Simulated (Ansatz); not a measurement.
# Si: one change and its effect

System: Si (1 atom in the cell).
Method of run 1: Kohn-Sham DFT of a periodic cell, PBEsol, Ansatz PAW, no spin polarisation (Ansatz 0.2.0).

The structure derives from a Materials Project entry. Text and figures count atoms from 1; the logs count them from 0 in places.

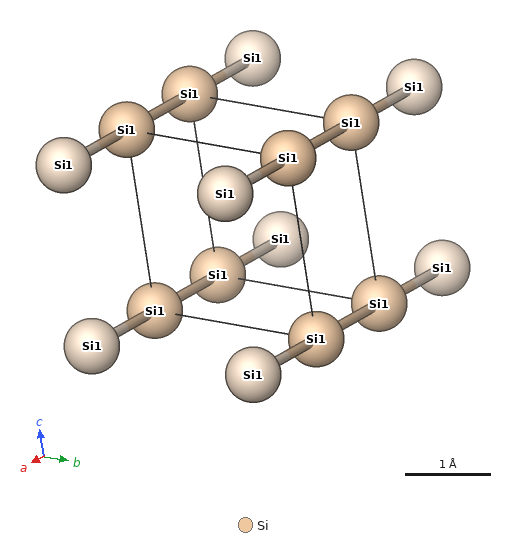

Fig. 1: The starting structure (ball-and-stick view of the reduced cell, seen slightly off an axis; neighbours outside the cell are drawn fainter; atoms are numbered from 1 in the order of the input).

**The input, run 1**
```yaml
crystal:
  lattice:
    - [-1.63224671, 1.68876785, 1.16666691]
    - [1.73080285, -1.69329951, 1.29369204]
    - [1.62460171, 1.68565451, -1.17225083]
  atoms:
    - { symbol: Si, position: [0.0, 0.0, 0.0] }
hamiltonian:
  xc: pbesol
  pseudopotentials: { kind: paw }
kpoints:
  mp_grid: { grid: [13, 13, 11] }
scf:
  occupations: { method: fermi_dirac, width: 0.05 }
output:
  forces: true
  stress: true
  eigenvalues: true
relax:
  f_tol: 0.01
  max_steps: 40
  cell: { stress_tol: 0.05 }
```

Command:
```bash
ansatz run input.yaml --threads 2 --pin off --max-ram 5632MiB --backend cpu --events-out ev --progress --plain --runs-dir out
```

Hardware: 2 threads of Intel Xeon @ 2.50GHz (Skylake/Cascade Lake), 189 GiB of memory available, shared host.

**Output, shortened to warnings, some set-up lines, iterations and results (run 1)**
```
Basis set: ecut = 420 eV, 275 PW (Γ), exchange–correlation on 36×40×36 points (8 copies of the dense FFT grid, shifted against one another)
Symmetry: 2 space group operations
k-points: 930 of 1859
Initial density: superposition of atomic densities (neutral atoms: chi_scale 0, normalization atom), corrected by the library's trained network
[...]
SCF iter   1: F=—  HF=-621.112088 eV  |F-HF|=—  |Δ(HF+E_count)|=         —  Δρ=1.95e-3  dr2=3.42e-4  ethr=1.77e-3  ⟨swp⟩=5.4  Hψ=53064  notcnv=0
SCF iter   2: F=—  HF=-621.112039 eV  |F-HF|=—  |Δ(HF+E_count)|=   4.87e-5  Δρ=9.50e-4  dr2=7.51e-5  ethr=8.54e-6  ⟨swp⟩=1.7  Hψ=13755  notcnv=0
SCF iter   3: F=—  HF=-621.112035 eV  |F-HF|=—  |Δ(HF+E_count)|=   3.44e-6  Δρ=8.18e-5  dr2=6.39e-7  ethr=1.88e-6  ⟨swp⟩=2.0  Hψ=7318  notcnv=0
SCF iter   4: F=-621.112035 eV  HF=-621.112035 eV  |F-HF|=7.23e-9  |Δ(HF+E_count)|=   1.87e-7  Δρ=3.00e-5  dr2=5.34e-8  ethr=1.60e-8  ⟨swp⟩=1.0  Hψ=5447  notcnv=0
SCF iter   5: F=-621.112035 eV  HF=-621.112035 eV  |F-HF|=3.64e-10  |Δ(HF+E_count)|=   1.08e-8  Δρ=2.65e-6  dr2=8.33e-10  ethr=1.34e-9  ⟨swp⟩=2.0  Hψ=7137  notcnv=0
[... 52 lines ...]
SCF iter   1: F=—  HF=-621.141194 eV  |F-HF|=—  |Δ(HF+E_count)|=         —  Δρ=6.07e-5  dr2=4.07e-8  ethr=4.70e-8  ⟨swp⟩=3.1  Hψ=70011  notcnv=0
SCF iter   2: F=—  HF=-621.141195 eV  |F-HF|=—  |Δ(HF+E_count)|=   1.10e-6  Δρ=3.05e-5  dr2=1.02e-8  ethr=1.02e-9  ⟨swp⟩=1.0  Hψ=5609  notcnv=0
SCF iter   3: F=-621.141195 eV  HF=-621.141195 eV  |F-HF|=2.27e-13  |Δ(HF+E_count)|=   3.96e-8  Δρ=3.23e-7  dr2=6.35e-12  ethr=1.00e-12  ⟨swp⟩=4.9  Hψ=21517  notcnv=0
SCF 11 converged in 3 iterations: F = -621.141195 eV  dr2 = 6.35e-12
relax step  11: F+E_penalty+E_count = -621.14119549 eV  Δ(F+E_penalty+E_count) = -1.580e-4 eV  max|allowed force component| = 0.000e0 eV/Å  Δτ_max = 0.0000 Å  P = -0.004 GPa  …
basis re-selected at this cell: Δ(F+E_penalty+E_count) = -1.580e-4 eV, ΔP = +0.014 GPa vs the last step (what re-selecting the basis moved, of the pressure what is left beyond the Pulay correction that the steps carried, after the strain that the cell walked since its last selection, with what the …
SCF converged after 3 iterations
Free energy (F): -621.141195 eV
Harris-Foulkes:  -621.141195 eV  (|F-HF|=2.27e-13)
Internal energy: -621.138407 eV  (E = F + TS)
E sigma→0 (E₀):  -621.139801 eV
Entropy (-TS):   -0.002788 eV (-2.788 meV/atom)
Fermi energy:    10.852470 eV
--- Per-component energies (eV) ---
  E_band       = 20.449902
  E_kinetic    = 41.673370
  E_local      = 2.581885  (includes V_loc(G=0)·N_el)
  E_nonlocal   = 25.421569
  E_hartree    = 0.542623
  E_xc         = -55.890488
  E_vxc        = -48.366891  (∫ρ·V_xc dr)
  E_paw        = -498.373956  (= ΣΔE_a)
  E_vpaw       = -1.945284  (= ΣTr[D̂ρ^β])
  E_aug_tail   = 0.000007  (compensation charges beyond the density's cutoff)
  E_ewald      = -137.124977
  E_core_change = 0.031561  (= ΣΔE_core)
  E_smearing   = -0.002788  (= −TS)
  E_closure    = 0.000000  (closes the sum)
  Σ components = -621.141195   (vs F -621.141195, Δ=0.00e0)
--- Forces (eV/Å), atoms counted from 1 ---
  atom   1  Si     0.00000000     0.00000000     0.00000000
  max |Σ_I F_I| component: 0.00e0 eV/Å
--- Stress (GPa, compression-positive) ---
       -0.008849       0.009530      -0.007691
        0.009530      -0.018624      -0.002592
       -0.007691      -0.002592       0.015515
  P = ⅓ Tr σ = -0.0040 GPa (-0.040 kbar)
--- Relaxed structure (10 steps of the walk, 10 accepted, 1 SCFs on fresh bases) ---
  F+E_penalty+E_count = -621.14119549 eV   max|allowed force component| = 0.000e0 eV/Å   (the final SCF, on the basis selected at the relaxed cell)
  cell:  # Å, volume = 14.1723 Å³
    - [-1.5963573416246677, 1.6405968182558726, 1.2393678609149987]
    - [1.675587056983287, -1.661031960114308, 1.3735090373635548]
    - [1.6054597748194745, 1.6691682231651346, -1.2678397134442048]
  atoms:
    - { symbol: Si, position: [0.0, 0.0, 0.0] }
```

For run 2 the input was changed thus:
```diff
-  xc: pbesol
+  xc: revpbe
```

What does this change do to the results?

The total energies belong to different methods, so their difference says nothing on which is more stable or more accurate. The volume per atom goes from 14.17 to 14.83 Å³. The functional changes from PBEsol to revPBE. The SCF takes 52 iterations over all geometry steps against 40.

**Output, shortened to warnings, some set-up lines, iterations and results (run 2)**
```
Basis set: ecut = 420 eV, 275 PW (Γ), exchange–correlation on 36×40×36 points (8 copies of the dense FFT grid, shifted against one another)
Symmetry: 2 space group operations
k-points: 930 of 1859
Initial density: superposition of atomic densities (neutral atoms: chi_scale 0, normalization atom), corrected by the library's trained network
[...]
SCF iter   1: F=—  HF=-637.491221 eV  |F-HF|=—  |Δ(HF+E_count)|=         —  Δρ=3.37e-3  dr2=1.32e-3  ethr=1.77e-3  ⟨swp⟩=5.3  Hψ=52704  notcnv=0
SCF iter   2: F=—  HF=-637.490967 eV  |F-HF|=—  |Δ(HF+E_count)|=   2.54e-4  Δρ=1.57e-3  dr2=2.67e-4  ethr=3.29e-5  ⟨swp⟩=1.1  Hψ=13127  notcnv=0
SCF iter   3: F=—  HF=-637.490924 eV  |F-HF|=—  |Δ(HF+E_count)|=   4.23e-5  Δρ=7.89e-5  dr2=4.94e-7  ethr=6.68e-6  ⟨swp⟩=2.0  Hψ=7317  notcnv=0
SCF iter   4: F=—  HF=-637.490927 eV  |F-HF|=—  |Δ(HF+E_count)|=   2.49e-6  Δρ=2.73e-5  dr2=3.54e-8  ethr=1.23e-8  ⟨swp⟩=2.0  Hψ=7317  notcnv=0
SCF iter   5: F=-637.490927 eV  HF=-637.490927 eV  |F-HF|=1.94e-11  |Δ(HF+E_count)|=   5.05e-8  Δρ=1.01e-6  dr2=1.09e-10  ethr=8.86e-10  ⟨swp⟩=2.0  Hψ=7318  notcnv=0
[... 68 lines ...]
SCF iter   1: F=—  HF=-637.536970 eV  |F-HF|=—  |Δ(HF+E_count)|=         —  Δρ=1.90e-6  dr2=1.88e-10  ethr=4.66e-8  ⟨swp⟩=3.1  Hψ=69769  notcnv=0
SCF iter   2: F=—  HF=-637.536973 eV  |F-HF|=—  |Δ(HF+E_count)|=   3.24e-6  Δρ=8.27e-7  dr2=2.81e-11  ethr=4.70e-12  ⟨swp⟩=3.1  Hψ=9325  notcnv=0
SCF iter   3: F=-637.536973 eV  HF=-637.536973 eV  |F-HF|=3.38e-11  |Δ(HF+E_count)|=  1.00e-10  Δρ=4.12e-7  dr2=6.30e-12  ethr=1.00e-12  ⟨swp⟩=4.8  Hψ=18411  notcnv=0
SCF 13 converged in 3 iterations: F = -637.536973 eV  dr2 = 6.30e-12
relax step  13: F+E_penalty+E_count = -637.53697305 eV  Δ(F+E_penalty+E_count) = -9.853e-7 eV  max|allowed force component| = 0.000e0 eV/Å  Δτ_max = 0.0000 Å  P = +0.001 GPa  …
basis re-selected at this cell: Δ(F+E_penalty+E_count) = -9.853e-7 eV, ΔP = +0.000 GPa vs the last step (what re-selecting the basis moved, of the pressure what is left beyond the Pulay correction that the steps carried, after the strain that the cell walked since its last selection, with what the …
SCF converged after 3 iterations
Free energy (F): -637.536973 eV
Harris-Foulkes:  -637.536973 eV  (|F-HF|=3.38e-11)
Internal energy: -637.534557 eV  (E = F + TS)
E sigma→0 (E₀):  -637.535765 eV
Entropy (-TS):   -0.002416 eV (-2.416 meV/atom)
Fermi energy:    10.382929 eV
--- Per-component energies (eV) ---
  E_band       = 18.979515
  E_kinetic    = 40.735349
  E_local      = 1.262643  (includes V_loc(G=0)·N_el)
  E_nonlocal   = 24.858147
  E_hartree    = 0.688512
  E_xc         = -55.901514
  E_vxc        = -47.552061  (∫ρ·V_xc dr)
  E_paw        = -514.283809  (= ΣΔE_a)
  E_vpaw       = -1.701594  (= ΣTr[D̂ρ^β])
  E_aug_tail   = 0.000007  (compensation charges beyond the density's cutoff)
  E_ewald      = -134.874925
  E_core_change = -0.018965  (= ΣΔE_core)
  E_smearing   = -0.002416  (= −TS)
  E_closure    = 0.000000  (closes the sum)
  Σ components = -637.536973   (vs F -637.536973, Δ=0.00e0)
--- Forces (eV/Å), atoms counted from 1 ---
  atom   1  Si     0.00000000     0.00000000     0.00000000
  max |Σ_I F_I| component: 0.00e0 eV/Å
--- Stress (GPa, compression-positive) ---
       -0.001478      -0.015806      -0.003276
       -0.015806       0.004147      -0.012220
       -0.003276      -0.012220       0.001568
  P = ⅓ Tr σ = 0.0014 GPa (0.014 kbar)
--- Relaxed structure (11 steps of the walk, 10 accepted, 2 SCFs on fresh bases) ---
  F+E_penalty+E_count = -637.53697305 eV   max|allowed force component| = 0.000e0 eV/Å   (the final SCF, on the basis selected at the relaxed cell)
  cell:  # Å, volume = 14.8347 Å³
    - [-1.61034430128924, 1.694741418726384, 1.1949517023584628]
    - [1.783722367449907, -1.6955997944294317, 1.4262473344593123]
    - [1.5899732772758848, 1.6757095426264663, -1.195592720982588]
  atoms:
    - { symbol: Si, position: [0.0, 0.0, 0.0] }
```

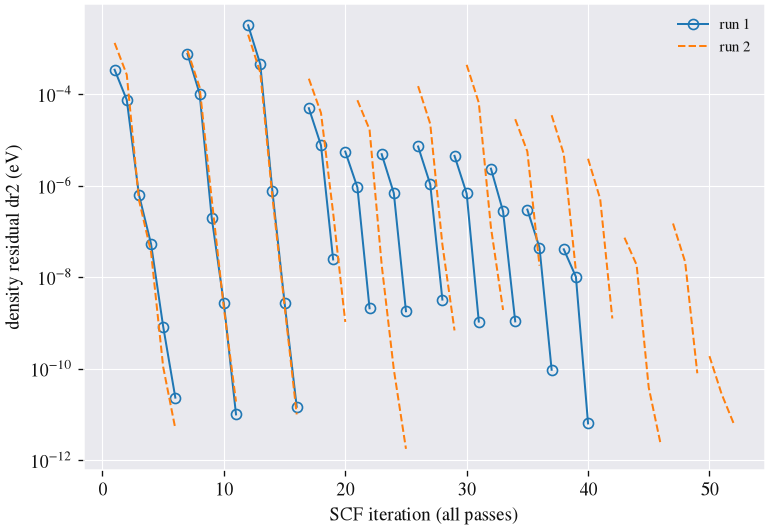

Fig. 2: Convergence of the two runs: density residual dr2 against the SCF iteration. A break in a curve parts two SCF passes. Run 1 takes 40 iterations in all, and run 2 takes 52.

**The two runs side by side**

| quantity | run 1 | run 2 |
| --- | --- | --- |
| outcome | converged | converged |
| free energy per atom (eV) | −621.1412 | −637.5370 |
| energy per atom, smearing taken to zero (eV) | −621.1398 | −637.5358 |
| gap on the mesh (eV) | 0.00 | 0.00 |
| pressure (GPa) | 0.00 | 0.00 |
| volume per atom (Å³) | 14.17 | 14.83 |
| largest force (eV/Å) | 0.000 | 0.000 |
| SCF iterations | 40 | 52 |
| irreducible k-points | 930 | 930 |
| wall time (shared host) | 74 s | 85 s |

For run 2: Points of doubt noted for this run: forces on files of another functional.
